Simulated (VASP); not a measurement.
# Normal strain, stress and strain energy of silicon under biaxial (111) strain, calculated with PBE

A silicon crystal stretched equally in its (111) plane becomes thinner along the normal, but by less than half of the imposed strain, and it does not respond to compression as the exact mirror image of tension. We want to establish what sets this response and how far constant elastic moduli describe it. The answer matters for strained layers and membranes, where the normal strain is used to infer the in-plane strain and the stress bears on bending and cracking. We calculated the static crystal with PBE from −2 % to +2 % in-plane strain, with the normal stress brought to zero and the atoms relaxed. Strains and energies are measured from the PBE-relaxed crystal, and tension is positive.

## How the numbers were made

The start is a typed prototype cell. The crystal was relaxed with PBE. Equal strain is imposed in the (111) plane; the strain along the normal is adjusted until the normal stress vanishes, and the atoms are relaxed with PBE. VASP 6.6.1, plane waves with PAW, cutoff 450 eV, no spin polarisation, no spin-orbit coupling, k mesh 10×10×10, static lattice.

Notes on method and selection:

- Runs that did not converge, have known faults or may not be shown are not listed, and runs on Ansatz's PAW sets soft_1 and soft_2 are kept to separate tables.

Columns:

- strain (%): strain in the plane (tension positive).
- gap (eV): band gap on the k mesh at PBE.
- normal strain (%): strain along the normal.
- stress (GPa): in-plane stress, tension positive.
- strain energy (meV/atom): energy per atom above the relaxed crystal.

Input lines of one member:

```
PREC = Accurate
ENCUT = 450
EDIFF = 1E-07
NELM = 120
ISMEAR = 0
SIGMA = 0.02
LREAL = .FALSE.
ALGO = Normal
GGA = PE
NBANDS = 10
LORBIT = 11
KPAR = 2
IBRION = 1
NSW = 25
ISIF = 2
```

Command (options for logging and memory left out): `mpirun -np 2 vasp_std`

## Table of results

| member | strain (%) | gap (eV) | normal strain (%) | stress (GPa) | strain energy (meV/atom) |
| --- | --- | --- | --- | --- | --- |
| −2 % | −2.0 | 0.440 | 0.883 | −4.51 | 11.25 |
| −1.5 % | −1.5 | 0.492 | 0.657 | −3.33 | 6.28 |
| −1 % | −1.0 | 0.539 | 0.433 | −2.19 | 2.78 |
| −0.5 % | −0.5 | 0.581 | 0.213 | −1.08 | 0.70 |
| 0 % | 0.0 | 0.618 | 0.000 | −0.01 | 0.00 |
| +0.5 % | 0.5 | 0.589 | −0.201 | 1.03 | 0.65 |
| +1 % | 1.0 | 0.562 | −0.401 | 2.04 | 2.62 |
| +1.5 % | 1.5 | ? | ? | ? | ? |
| +2 % | 2.0 | 0.508 | −0.790 | 3.93 | 10.33 |

Cells marked ? are withheld until the estimate has been made.

normal strain (%) against strain (%), members shown:

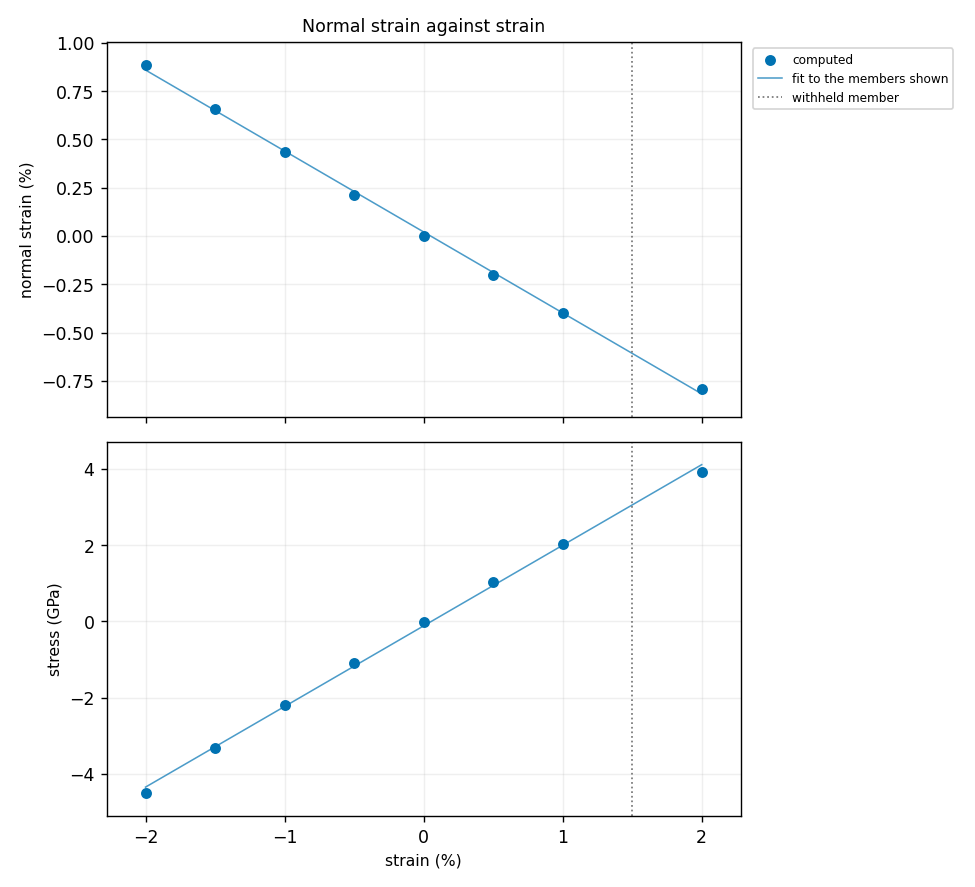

Least-squares fits to the members shown, with x = strain (%); R² and errors in the fitted variable (y, or ln y where the fit is in ln y):

| y | members | fit | R² | rms residual | leave-one-out rms | the same for the mean of the others |
| --- | --- | --- | --- | --- | --- | --- |
| normal strain (%) | 8 | y = 0.02070 − 0.4189 x | 1.00 | 0.017 | 0.027 | 0.60 |
| stress (GPa) | 8 | y = −0.1182 + 2.116 x | 1.00 | 0.11 | 0.18 | 3.0 |

## The trend and its physics

The normal strain falls steadily from 0.883 % at −2 % to −0.790 % at +2 %. Between −1 % and +1 % its mean slope is (−0.401 − 0.433) / 2.0 = −0.417, so the crystal thins by about 0.42 % for each per cent of tension. The stress rises over the same interval by (2.04 + 2.19) / 2.0 = 2.115 GPa per per cent, a biaxial modulus M of 2.115 × 100 = 211.5 GPa.

Biaxial (111) strain combines a volume change with a trigonal shear. The free normal contracts to relieve part of the volume change, but contraction increases the shear, and the balance fixes the ratio D = 0.417. For a cubic crystal with no normal stress, linear elasticity gives C₄₄ = M / [2(1 + D)] and B = 2M / [3(2 − D)]. Hence C₄₄ = 211.5 / (2 × (1 + 0.417)) = 75 GPa and B = 2 × 211.5 / (3 × (2 − 0.417)) = 89 GPa. This C₄₄ includes the relative shift of the two atoms, which softens the shear. C₁₁ and C₁₂ enter only through C₁₁ + 2C₁₂ = 3B and cannot be obtained separately from this strain.

The strain energy is nearly quadratic: the average for ±2 % is (11.25 + 10.33) / 2 = 10.79 meV/atom, four times the (2.78 + 2.62) / 2 = 2.70 meV/atom for ±1 %. Compression nevertheless costs more than tension, 11.25 against 10.33 meV/atom at 2 %. The stress divided by the strain is 4.51 / 2.0 = 2.255 GPa per per cent at −2 % and 3.93 / 2.0 = 1.965 at +2 %, about 7 % either side of the central slope. At ±1 % the departure is under 4 %. Constant moduli therefore serve to a few per cent within ±1 %, while work at ±2 % needs the next order. The sign is that expected of anharmonic bonds, which stiffen when shortened and soften when stretched.

## A prediction

Plain estimates from the members shown:

- +1.5 %, fit at x = 1.5: −0.608 %
- +1.5 %, straight-line interpolation between +1 % and +2 %: w = (1.5 − 1.0) / (2.0 − 1.0) = 0.500, so −0.401 + 0.500 × (−0.790 − (−0.401)) = −0.596 %

The straight-line fit to all members gives −0.608 %, but it ignores the curvature that makes compression and tension unequal. Interpolation between the two neighbours is the better start: (−0.401 − 0.790) / 2 = −0.5955 %.

The curve bends upwards, so the chord between two members lies slightly above it. The size of the bend follows from pairs of opposite strain, in which the linear part cancels. The average normal strain is (0.883 − 0.790) / 2 = 0.0465 % for ±2 % and (0.433 − 0.401) / 2 = 0.0160 % for ±1 %. Their difference also removes any constant error in the reference length, so the quadratic coefficient is (0.0465 − 0.0160) / (4 − 1) = 0.0102 per per cent of strain. Halfway along a chord one per cent long, the correction is −0.0102 × 0.5² = −0.0025 %, which gives −0.5955 − 0.0025 = −0.598 %.

The same procedure can be tried on the five shown members that have shown neighbours 0.5 % away on either side. It gives (0.883 + 0.433) / 2 − 0.0025 = 0.6555 % at −1.5 % (table: 0.657 %), (0.433 + 0.000) / 2 − 0.0025 = 0.214 % at −0.5 % (0.213 %), (0.000 − 0.401) / 2 − 0.0025 = −0.203 % at +0.5 % (−0.201 %), (0.657 + 0.213) / 2 − 0.0025 = 0.4325 % at −1 % (0.433 %) and (0.213 − 0.201) / 2 − 0.0025 = 0.0035 % at 0 % (0.000 %). The largest miss is the one at 0 %, and the root mean square of the five is near 0.002 %, which we take as the standard deviation.

**Committed estimate, +1.5 %: normal strain = −0.598 ± 0.002 %.**

## Outcome

| member | strain (%) | gap (eV) | normal strain (%) | stress (GPa) | strain energy (meV/atom) |
| --- | --- | --- | --- | --- | --- |
| +1.5 % | 1.5 | 0.535 | −0.596 | 3.00 | 5.86 |

| member | estimate | normal strain (%) | computed | estimate − computed | miss in error bars |
| --- | --- | --- | --- | --- | --- |
| +1.5 % | committed | −0.598 | −0.596 | −0.002 | 1.0 |
| +1.5 % | fit | −0.608 | −0.596 | −0.012 |  |
| +1.5 % | interpolation | −0.596 | −0.596 | 0.000 |  |

normal strain (%) against strain (%):

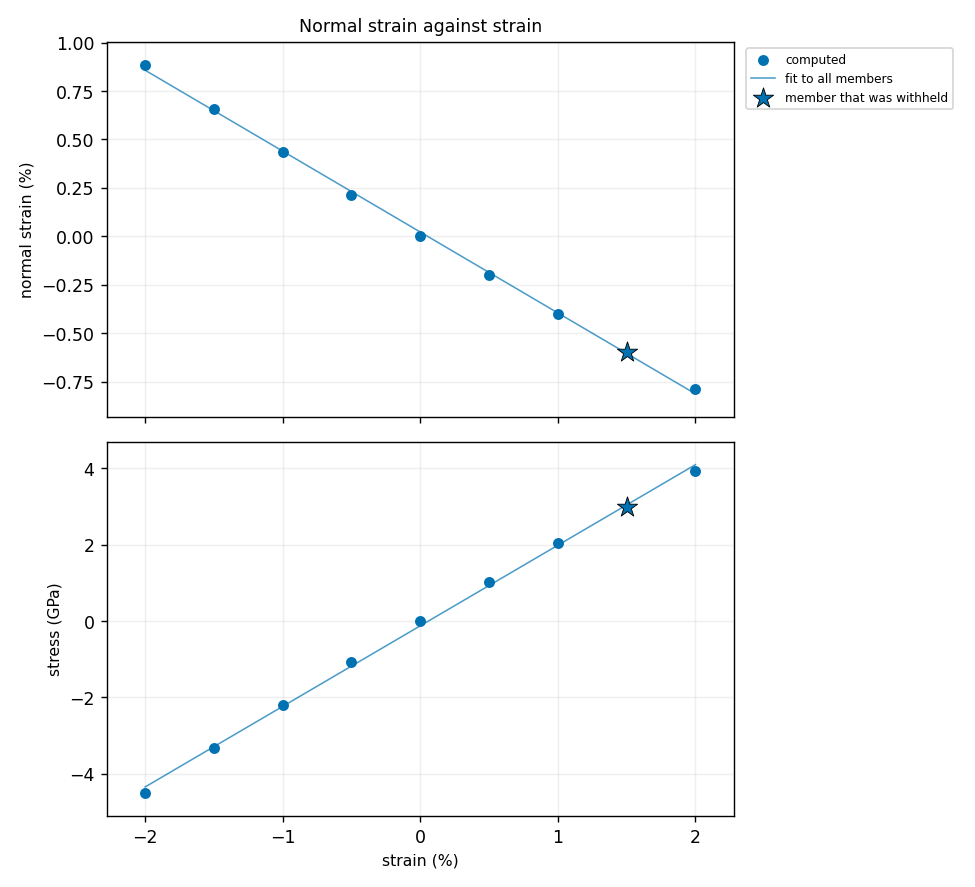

The computed normal strain at +1.5 % is −0.596 %, so our estimate of −0.598 % missed by 0.002 %, one full error bar. It did better than the straight-line fit, which missed by 0.012 %, but worse than plain interpolation, which agrees to the printed digits.

Starting from the two neighbours was right. The curvature correction was not: we subtracted 0.0025 %, whereas the result lies only 0.596 − 0.5955 = 0.0005 % below the chord. The likeliest reason is numerical. The +2 % member keeps a slight compressive normal stress, so its listed normal strain is a little too negative and pulls the chord down. With the moduli above, the stiffness along the normal is B + 4C₄₄/3 = 89 + 4 × 75 / 3 = 189 GPa. A leftover of 0.01 GPa, the size of the in-plane stress still listed at 0 %, would shift the normal strain by 0.01 / 189 × 100 = 0.005 %, and half of that would reach the midpoint. The anharmonic picture stands, but at this spacing its curvature is no larger than the effect of incomplete stress relaxation.

## Departures from the trend

Least-squares fits to the whole series, with x = strain (%); R² and errors in the fitted variable (y, or ln y where the fit is in ln y):

| y | members | fit | R² | rms residual | leave-one-out rms | the same for the mean of the others |
| --- | --- | --- | --- | --- | --- | --- |
| normal strain (%) | 9 | y = 0.02200 − 0.4178 x | 1.00 | 0.016 | 0.023 | 0.61 |
| stress (GPa) | 9 | y = −0.1244 + 2.111 x | 1.00 | 0.10 | 0.15 | 3.1 |

Largest departures from the fit to the whole series:

| member | normal strain (%) | fit | computed − fit | in rms residuals |
| --- | --- | --- | --- | --- |
| −2 % | 0.883 | 0.858 | +0.025 | 1.5 |
| +2 % | −0.790 | −0.814 | +0.024 | 1.4 |
| 0 % | 0.000 | 0.022 | −0.022 | 1.3 |
| −0.5 % | 0.213 | 0.231 | −0.018 | 1.1 |

No member stands apart, since the largest departure is 1.5 rms residuals. The −2 % and +2 % members lie above the line by 0.025 and 0.024 %, while 0 % and −0.5 % lie below it by 0.022 and 0.018 %, which is the pattern left when a straight line is put through an upward-bending curve. With the quadratic coefficient of 0.0102 and a mean squared strain of 2 × (2.0² + 1.5² + 1.0² + 0.5²) / 9 = 1.667 over the nine members, the bend alone gives 0.0102 × (4 − 1.667) = +0.024 % at both ends and −0.0102 × 1.667 = −0.017 % at zero strain, close to what is found.

## Rules of thumb and their limits

From −2 % to +2 %, the normal strain of a new member can be interpolated linearly between neighbours 1 % apart; for the seven interior members this misses by at most 0.006 %. Constant moduli are less accurate for the stress: at +1.5 % it is 3.00 / 1.5 = 2.00 GPa per per cent, 5 % below the central slope of 2.115.

For a (111) membrane 100 nm thick held at +1 %, the tension per unit width is stress times thickness, 2.04 × 100 = 204 N/m (1 GPa times 1 nm is 1 N/m), and the membrane thins by about 0.4 nm.

No omitted effect rivals the span of the table, but the error of PBE matters for absolute stresses. PBE makes silicon too soft, by roughly 5 to 10 %, as much as the nonlinearity at ±2 %. Warming to room temperature softens the real crystal by only about 1 %.

[Logs are printed without paths, hosts, clocks, repeated set-up lines and the standing remarks that a program may print on its own settings, such as how far it seeks lower states.]
